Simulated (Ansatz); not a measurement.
**Ta2N: single-point calculation**

Ta2N (P1, 3 atoms in the cell), computed with DFT PBE, scalar-relativistic, plane waves, PAW, no spin polarisation (Ansatz 0.2.0).

The structure derives from a Materials Project entry. It belongs to a series of runs on one base structure; here: atom 1 (Ta) moved by (+0.200, +0.000) A along [1 1 0] and z. Figures and captions count atoms from 1; the log counts them from 0 in places.

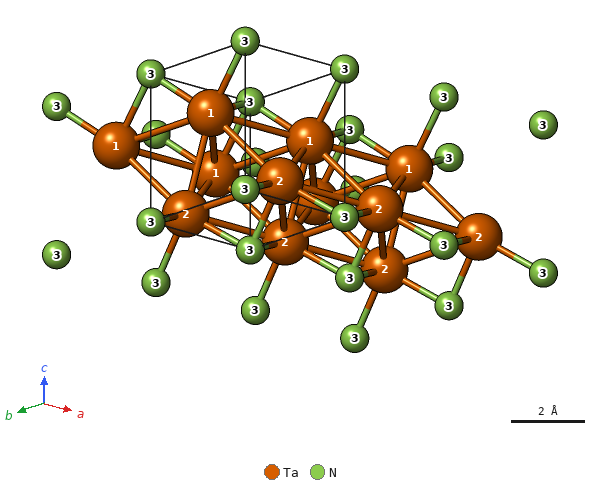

*The structure as given in the input (ball-and-stick view of the cell of the calculation, set on other vectors, repeated 3 × 2 × 1, seen at an oblique angle; atoms are numbered from 1 in the order of the input). An atom can appear more than once, as a periodic image.*

Near neighbours in the periodic cell (some may lie outside the picture): Ta has 3 N at 2.07 to 2.34 Å and 12 Ta at 2.88 to 3.16 Å; N has 6 Ta at 2.07 to 2.34 Å.

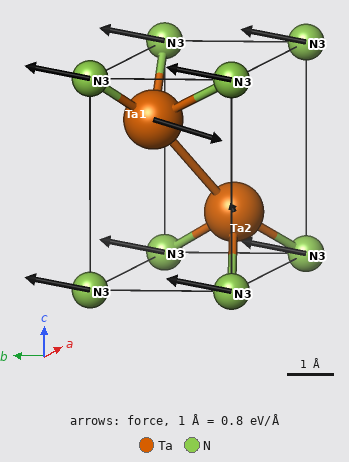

*Forces on the atoms as black arrows (ball-and-stick view of the cell of the calculation, set on other vectors, seen at an oblique angle; atoms are numbered from 1 in the order of the input).*

The largest act on Ta1 (1.27 eV/Å); N3 (1.17 eV/Å). The geometry is not a stationary point of this energy.

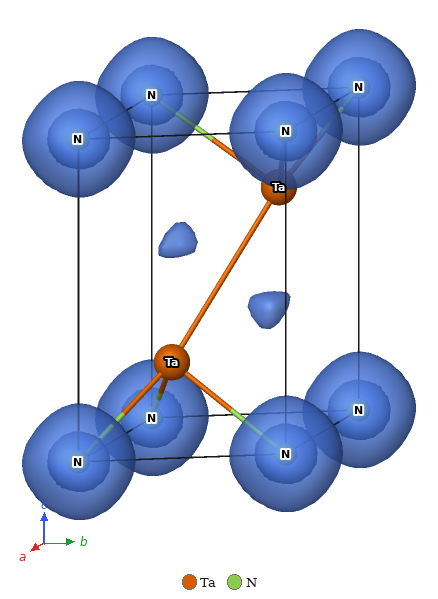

*Isosurface of the ELF at 0.7 (blue), seen slightly off an axis. Core shells and regions of very low density are left out. Sticks mark near contacts. The outline is the cell set on symmetry axes.*

Profiles from the grid: Ta–N (2.07 Å): the ELF peaks at about 0.80 in the valence shell of N, 0.6 Å from its nucleus, and drops to about 0.20 between the two atoms; a polar contact without a shared pair, in a metal. Ta–Ta (2.88 Å): the ELF is about 0.40 at the midpoint; no localised pair between them. Core electrons are frozen (PAW), so the fields are smoothed inside the atomic spheres.

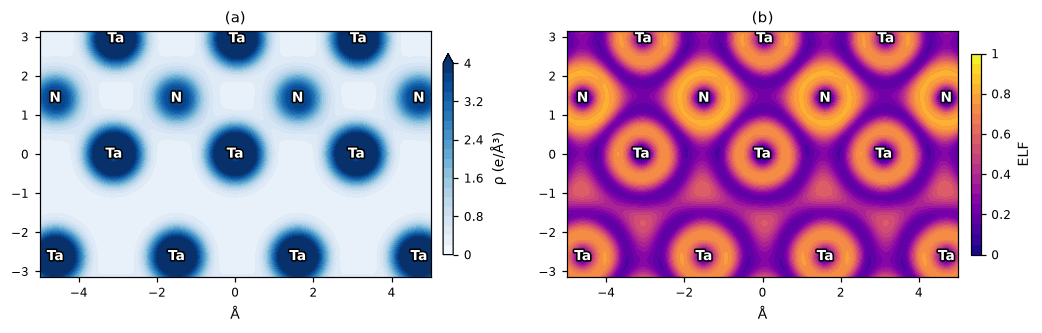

*(a) valence electron density; (b) electron localisation function on the (011̄) plane of the conventional cell.*

The section cuts through Ta and N sites. Ta–N (2.07 Å): the density is about 0.76 e/Å³ at the midpoint; the ELF peaks at about 0.80 in the valence shell of N, 0.6 Å from its nucleus, and drops to about 0.20 between the two atoms; no shared pair; the contact is polar. Ta–N (2.15 Å): ρ at the midpoint is about 0.64 e/Å³; the ELF peaks at about 0.80 in the valence shell of N, 0.6 Å from its nucleus, and drops to about 0.20 between the two atoms (no shared pair; the contact is polar). Ta–Ta (2.96 Å): the density is about 0.28 e/Å³ at the midpoint; the ELF is about 0.25 at the midpoint; no shared electron pair. Ta–Ta (3.02 Å): ρ is about 0.26 e/Å³ halfway; the ELF is about 0.35 at the midpoint (no shared electron pair). Ta–Ta (3.08 Å): the density is about 0.25 e/Å³ at the midpoint; the ELF is about 0.35 at the midpoint; no localised pair between them. Away from the nuclei the density in this plane falls to 0.22 e/Å³ at its lowest. The strong features right at Ta lie inside the PAW spheres (semicore, d or f shells) and say nothing about bonding.

The input that produced these results follows, with the program's output.

### The input
```yaml
crystal:
  lattice:
    - [3.1011400556, 0.0, 0.0]
    - [-1.5505700278, 2.6856660688, 0.0]
    - [0.0, 0.0, 4.8818900623]
  atoms:
    - { symbol: Ta, position: [0.7385986047, 0.3859911667, 0.7449050322] }
    - { symbol: Ta, position: [0.3333333333, 0.6666666667, 0.2550949678] }
    - { symbol: "N", position: [0.0, 0.0, 0.0] }
basis:
  ecutwfc: 420
kpoints:
  mp_grid: { grid: [18, 18, 10] }
hamiltonian:
  xc: pbe
scf:
  occupations: { method: gaussian, width: 0.15 }
output:
  forces: true
  stress: true
  eigenvalues: true
  write_density: true
  write_potential: true
  elf: true
  volumetric_format: npy
```

Command:
```bash
ansatz run input.yaml --threads 2 --pin off --max-ram 5120MiB --backend cpu --events-out ev --progress --plain --runs-dir out
```

### What the program printed
```
Engine: ansatz 0.2.0, x86_64-unknown-linux-gnu
Pseudopotentials: kind: paw
Pseudopotential: Ta, paw, valence charge 13, recommended cutoff 420 eV (normal), Ta.paw.azcp
Pseudopotential: N, paw, valence charge 5, recommended cutoff 420 eV (normal), N.paw.azcp
Functional definition: PBE
  parameter kappa = 0.804
  parameter beta = 0.06672455060314922
  exchange = pbe_x(kappa = kappa, mu = beta*pi^2/3)
  correlation = pbe_c(beta = beta)
Crystal: 3 atoms, lattice volume = 40.659 Å³
Basis set: ecut = 420 eV, 773 PW (Γ), exchange–correlation on 48×48×72 points (8 copies of the dense FFT grid, shifted against one another)
Bands: 20, of which v1, the nominal top of the filled ones, is band 16 counted from 1 (15 counted from 0)
Symmetry: 1 space group operations
Space group: P1 (ITA 1), of the structure as read, at distance tolerance 3.4e-5 Å
k-points: 1624 of 3240 (time reversal used)
Non-local potential: Ta, projectors of the file, l = 0: 3, l = 1: 2, l = 2: 2, l = 3: 1
Non-local potential: N, projectors of the file, l = 0: 2, l = 1: 2, l = 2: 1
PAW form: soft (Blöchl's): semilocal exchange-correlation on the pseudo side does not see the compensation charge
PAW one-centre angular grid: Ta, 590 points (default); XC on 64 Gauss nodes
PAW one-centre angular grid: N, 110 points (default); XC on 64 Gauss nodes
Initial density: superposition of atomic densities (neutral atoms: chi_scale 0, normalization atom), corrected by the library's trained network
Initial wavefunctions: pseudopotential atomic-orbital guess
Functional: x = pbe(κ = 0.804, μ = 0.2195149727645171), c = pbe(β = 0.06672455060314922)
SCF iter   1: F=—  HF=-20250.803102 eV  |F-HF|=—  |Δ(HF+E_count)|=         —  Δρ=5.86e-3  dr2=1.45e-2  ethr=1.77e-3  ⟨swp⟩=5.0  Hψ=142766  notcnv=0
preconditioner: auto → Kerker (q_TF=auto, 2.608 Å⁻¹)  [metal: Δε(μ)=0.001 eV  Ē_g=8.370 eV  σ=0.150 eV  W_gap=0.00  n_scr=10 (ndim 8)  ℏωp=22.6 eV  f_vac=0.000  D(μ)=1.22/eV (n_scr^D=2)]
SCF iter   2: F=—  HF=-20250.801335 eV  |F-HF|=—  |Δ(HF+E_count)|=   1.77e-3  Δρ=3.47e-3  dr2=4.77e-3  ethr=4.68e-5  ⟨swp⟩=1.0  Hψ=45472  notcnv=0
SCF iter   3: F=—  HF=-20250.800780 eV  |F-HF|=—  |Δ(HF+E_count)|=   5.55e-4  Δρ=9.82e-4  dr2=7.30e-4  ethr=1.54e-5  ⟨swp⟩=2.0  Hψ=37597  notcnv=0
SCF iter   4: F=—  HF=-20250.800646 eV  |F-HF|=—  |Δ(HF+E_count)|=   1.34e-4  Δρ=2.89e-4  dr2=2.69e-5  ethr=2.36e-6  ⟨swp⟩=2.0  Hψ=44202  notcnv=0
SCF iter   5: F=—  HF=-20250.800652 eV  |F-HF|=—  |Δ(HF+E_count)|=   6.33e-6  Δρ=9.09e-5  dr2=5.83e-6  ethr=8.69e-8  ⟨swp⟩=2.0  Hψ=44425  notcnv=0
SCF iter   6: F=—  HF=-20250.800652 eV  |F-HF|=—  |Δ(HF+E_count)|=   8.32e-7  Δρ=2.23e-5  dr2=1.83e-7  ethr=1.88e-8  ⟨swp⟩=2.0  Hψ=41705  notcnv=0
SCF iter   7: F=-20250.800652 eV  HF=-20250.800652 eV  |F-HF|=2.68e-9  |Δ(HF+E_count)|=   5.11e-9  Δρ=4.55e-6  dr2=8.54e-9  ethr=3.23e-10  ⟨swp⟩=9.5  Hψ=202695  notcnv=0
SCF 1 converged in 7 iterations: F = -20250.800652 eV  dr2 = 8.54e-9
  greatest PAW one-centre occupation: 0.999 electrons in one spin orbital (limit 2), on the Ta atom at site 0 (counted from 0), in its partial waves of l = 0
SCF converged after 7 iterations
Free energy (F): -20250.800652 eV
Harris-Foulkes:  -20250.800652 eV  (|F-HF|=2.68e-9)
Internal energy: -20250.786948 eV  (E = F + TS)
E sigma→0 (E₀):  -20250.793800 eV
Entropy (-TS):   -0.013703 eV (-4.568 meV/atom)
Fermi energy:    19.653470 eV
--- Per-component energies (eV) ---
  E_band       = -177.033607
  E_kinetic    = 865.125105
  E_local      = -1247.906350  (includes V_loc(G=0)·N_el)
  E_nonlocal   = 73.851319
  E_hartree    = 431.847964
  E_xc         = -498.292837
  E_vxc        = -486.247519  (∫ρ·V_xc dr)
  E_paw        = -16920.756652  (= ΣΔE_a)
  E_vpaw       = -245.552706  (= ΣTr[D̂ρ^β])
  E_aug_tail   = 0.000401  (compensation charges beyond the density's cutoff)
  E_ewald      = -2954.655897
  E_smearing   = -0.013703  (= −TS)
  E_closure    = 0.000000  (closes the sum)
  Σ components = -20250.800652   (vs F -20250.800652, Δ=0.00e0)
--- Forces (eV/Å), atoms counted from 1 ---
  atom   1  Ta    -0.71924053    -0.99557471    -0.34203084
  atom   2  Ta     0.08744884     0.02942427     0.13902256
  atom   3  N      0.63178966     0.96614910     0.20297751
  max |Σ_I F_I| component: 3.08e-5 eV/Å
--- Stress (GPa, compression-positive) ---
        1.408831       0.657320       0.792484
        0.657320       2.317013       2.583121
        0.792485       2.583121       2.873989
  P = ⅓ Tr σ = 2.1999 GPa (21.999 kbar)
--- Band table (eV; the first three rows and the last of 1624) ---
  k-point 0: bands = ["-48.8854", "-48.7985", "-15.9533", "-15.2256", "-15.1707", "-15.1163", "-15.0381", "-14.9497", "2.2734", "11.2844", "13.5549", "13.7716", "14.7117", "18.5945", "19.3220", "19.4014", "19.7637", "20.2482", "20.3452", "20.7542"]
  k-point 1: bands = ["-48.8836", "-48.8004", "-15.9310", "-15.2226", "-15.1697", "-15.1173", "-15.0429", "-14.9739", "2.2943", "11.2137", "13.5324", "13.7657", "14.8414", "18.4762", "19.2080", "19.4145", "19.7020", "20.3131", "20.5008", "20.9817"]
  k-point 2: bands = ["-48.8785", "-48.8056", "-15.8657", "-15.2155", "-15.1673", "-15.1202", "-15.0649", "-15.0336", "2.3495", "11.0408", "13.4756", "13.7506", "15.1945", "18.1810", "18.9783", "19.2423", "19.8628", "20.5676", "20.8904", "21.4165"]
  k-point 1623: bands = ["-48.8212", "-48.7881", "-15.8988", "-15.8501", "-15.3300", "-15.3166", "-15.1784", "-15.1604", "3.0641", "11.2535", "12.9957", "13.6592", "16.3670", "17.4607", "17.6205", "19.2446", "20.6793", "22.9000", "23.3624", "23.7837"]
```

### Summary

```tsv
quantity	value
outcome	converged
space group (tolerance 0.01 Å)	P1 (1)
electrons treated	31
free energy	−20250.8007 eV
Fermi energy	19.653 eV
gap on the k-point mesh	none (metallic)
pressure	2.20 GPa
largest force (length of the vector)	1.275 eV/Å
hardware	2 threads of Intel Xeon @ 2.90GHz (Ice Lake), 192 GiB of memory available, shared host
wall time	67 s (CPU time 2.2 min)
peak memory	1.4 GiB
```

Spin–orbit coupling is left out, which matters for Ta. The cell holds an odd number of electrons but the run has no spin polarisation, so a band is left half filled.
